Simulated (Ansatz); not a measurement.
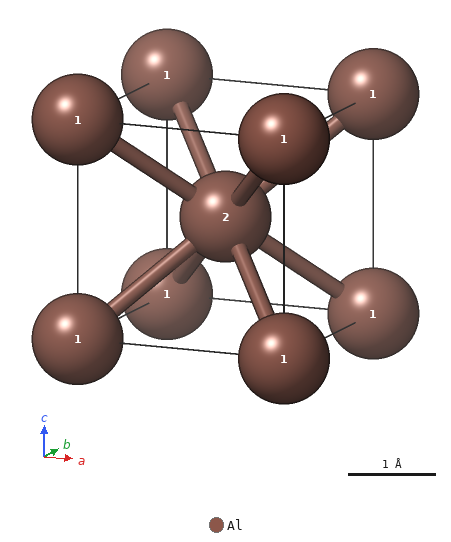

Fig. 1: The structure (ball-and-stick view of the cell of the calculation, seen slightly off an axis; atoms are numbered from 1 in the order of the input). Near neighbours in the crystal (not all of them lie inside the picture): Al has 8 Al at 2.26 Å.

## Al: single-point calculation

The run: single-point calculation of Al (2 atoms in the cell). Method and program: DFT PBE, scalar-relativistic, plane waves, PAW, no spin polarisation (Ansatz 0.2.0).

The structure was made by swapping elements on the sites of another compound; it need not be a known phase. It belongs to a series of runs on one base structure; here: Cr -> Al on all its sites, cell and atoms relaxed. Figures and captions count atoms from 1; the log counts them from 0 in places.

### Log
```
Engine: ansatz 0.2.0, x86_64-unknown-linux-gnu
Pseudopotentials: kind: paw
Pseudopotential: Al, paw, valence charge 3, recommended cutoff 420 eV (normal), Al.paw.azcp
Functional definition: PBE
  parameter kappa = 0.804
  parameter beta = 0.06672455060314922
  exchange = pbe_x(kappa = kappa, mu = beta*pi^2/3)
  correlation = pbe_c(beta = beta)
Crystal: 2 atoms, lattice volume = 17.805 Å³
Basis set: ecut = 420 eV, 365 PW (Γ), exchange–correlation on 36×36×36 points (8 copies of the dense FFT grid, shifted against one another)
Bands: 7, of which v1, the nominal top of the filled ones, is band 3 counted from 1 (2 counted from 0)
Symmetry: 96 space group operations
Space group: Im-3m (ITA 229), of the structure as read, at distance tolerance 2.6e-5 Å
k-points: 35 of 512
Non-local potential: Al, projectors of the file, l = 0: 2, l = 1: 2, l = 2: 1
PAW form: soft (Blöchl's): semilocal exchange-correlation on the pseudo side does not see the compensation charge
PAW one-centre angular grid: Al, 110 points (default); XC on 64 Gauss nodes
Initial density: superposition of atomic densities (neutral atoms: chi_scale 0, normalization atom), corrected by the library's trained network
Initial wavefunctions: pseudopotential atomic-orbital guess
Functional: x = pbe(κ = 0.804, μ = 0.2195149727645171), c = pbe(β = 0.06672455060314922)
SCF iter   1: F=—  HF=-1069.837400 eV  |F-HF|=—  |Δ(HF+E_count)|=         —  Δρ=2.12e-3  dr2=4.06e-4  ethr=1.77e-3  ⟨swp⟩=5.3  Hψ=2007  notcnv=0
preconditioner: auto → none  [metal: Δε(μ)=0.071 eV  Ē_g=13.025 eV  σ=0.100 eV  W_gap=0.38  n_scr=0 (ndim 8)  ℏωp=21.6 eV  f_vac=0.000  D(μ)=1.35/eV (n_scr^D=18)]
SCF iter   2: F=—  HF=-1069.837745 eV  |F-HF|=—  |Δ(HF+E_count)|=   3.45e-4  Δρ=1.07e-3  dr2=1.02e-4  ethr=6.77e-6  ⟨swp⟩=1.9  Hψ=576  notcnv=0  defer=1
SCF iter   3: F=—  HF=-1069.837861 eV  |F-HF|=—  |Δ(HF+E_count)|=   1.16e-4  Δρ=2.06e-5  dr2=3.76e-8  ethr=1.70e-6  ⟨swp⟩=2.2  Hψ=331  notcnv=0  defer=1
SCF iter   4: F=—  HF=-1069.837455 eV  |F-HF|=—  |Δ(HF+E_count)|=   4.07e-4  Δρ=8.49e-6  dr2=5.38e-9  ethr=6.27e-10  ⟨swp⟩=4.8  Hψ=1528  notcnv=0
iter 5 did not close the SCF: its close was put off for the readings that it lacked (scf_convergence_deferred on its scf_iter line)
SCF iter   5: F=-1069.837455 eV  HF=-1069.837455 eV  |F-HF|=8.64e-12  |Δ(HF+E_count)|=   5.70e-9  Δρ=1.53e-6  dr2=1.83e-10  ethr=8.97e-11  ⟨swp⟩=2.1  Hψ=345  notcnv=0
SCF iter   6: F=-1069.837455 eV  HF=-1069.837455 eV  |F-HF|=0.00e0  |Δ(HF+E_count)|=  9.09e-13  Δρ=3.53e-7  dr2=9.76e-12  ethr=3.05e-12  ⟨swp⟩=1.2  Hψ=612  notcnv=0
SCF 1 converged in 6 iterations: F = -1069.837455 eV  dr2 = 9.76e-12
  greatest PAW one-centre occupation: 0.543 electrons in one spin orbital (limit 2), on the Al atom at site 1 (counted from 0), in its partial waves of l = 0
```

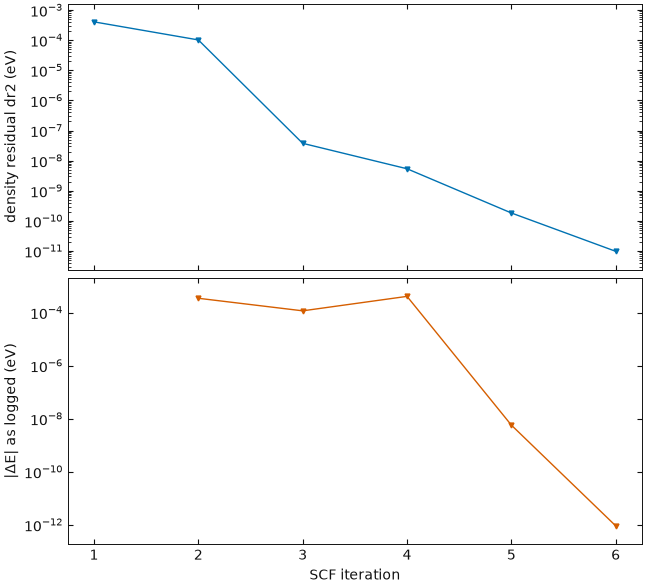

Fig. 2: Convergence of the self-consistent field: density residual dr2 and size of the energy change against the SCF iteration. The residual falls at every step.

```
SCF converged after 6 iterations
Free energy (F): -1069.837455 eV
Harris-Foulkes:  -1069.837455 eV  (|F-HF|=0.00e0)
Internal energy: -1069.830703 eV  (E = F + TS)
E sigma→0 (E₀):  -1069.834079 eV
Entropy (-TS):   -0.006751 eV (-3.376 meV/atom)
Fermi energy:    16.308494 eV
--- Per-component energies (eV) ---
  E_band       = 58.605003
  E_kinetic    = 70.964168
  E_local      = 39.258737  (includes V_loc(G=0)·N_el)
  E_nonlocal   = 26.878450
  E_hartree    = 0.922677
  E_xc         = -88.941656
  E_vxc        = -69.976708  (∫ρ·V_xc dr)
  E_paw        = -938.297409  (= ΣΔE_a)
  E_vpaw       = -10.364990  (= ΣTr[D̂ρ^β])
  E_aug_tail   = -0.000007  (compensation charges beyond the density's cutoff)
  E_ewald      = -180.615663
  E_smearing   = -0.006751  (= −TS)
  E_closure    = 0.000000  (closes the sum)
  Σ components = -1069.837455   (vs F -1069.837455, Δ=0.00e0)
--- Forces (eV/Å), atoms counted from 1 ---
  atom   1  Al     0.00000000    -0.00000000     0.00000000
  atom   2  Al    -0.00000000    -0.00000000    -0.00000000
  max |Σ_I F_I| component: 3.43e-31 eV/Å
--- Stress (GPa, compression-positive) ---
      170.137089       0.000000       0.000000
       -0.000000     170.137089      -0.000000
        0.000000       0.000000     170.137089
  P = ⅓ Tr σ = 170.1371 GPa (1701.371 kbar)
--- Band table (eV; the first three rows and the last of 35) ---
  k-point 0: bands = ["0.1313", "17.7023", "17.7023", "19.8390", "19.8390", "19.8390", "32.0388"]
  k-point 1: bands = ["0.4678", "14.8370", "18.0426", "20.0784", "20.0784", "22.6067", "31.8264"]
  k-point 2: bands = ["1.4677", "11.3099", "19.0631", "20.8021", "20.8021", "25.8382", "28.8080"]
  k-point 34: bands = ["13.9417", "13.9417", "13.9417", "13.9417", "13.9417", "13.9417", "21.5983"]
```

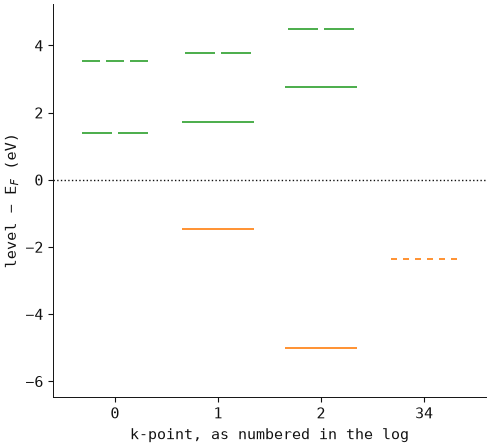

Fig. 3: Kohn–Sham levels near the Fermi level (dotted) at the few k-points that the log prints; levels within 0.02 eV of each other stand side by side. The system is metallic on the full mesh.

The run was set up as follows.

### Input
```yaml
crystal:
  lattice:
    - [2.6112521782, 0.0, 0.0]
    - [0.0, 2.6112521782, 0.0]
    - [0.0, 0.0, 2.6112521782]
  atoms:
    - { symbol: Al, position: [0.0, 0.0, 0.0] }
    - { symbol: Al, position: [0.5, 0.5, 0.5] }
basis:
  ecutwfc: 420
kpoints:
  mp_grid: { grid: [8, 8, 8] }
hamiltonian:
  xc: pbe
scf:
  occupations: { method: gaussian, width: 0.1 }
output:
  forces: true
  stress: true
  eigenvalues: true
```

Run as:
```bash
ansatz run input.yaml --threads 1 --pin off --max-ram 2560MiB --backend cpu --events-out ev --progress --plain --runs-dir out
```

### Summary

| quantity | value |
| --- | --- |
| outcome | converged |
| space group (tolerance 0.01 Å) | Im-3m (229) |
| electrons treated | 6 |
| free energy | −1069.8375 eV |
| Fermi energy | 16.308 eV |
| gap on the k-point mesh | none (metallic) |
| pressure | 170.14 GPa |
| largest force (length of the vector) | under 0.001 eV/Å |
| hardware | 1 thread of Intel Xeon @ 2.50GHz (Skylake/Cascade Lake), 192 GiB of memory available, shared host |
| wall time | 0.68 s |
| peak memory | 0.3 GiB |

### Notes

The cell is under a pressure of 170 GPa at this level, so it is not at its equilibrium volume.
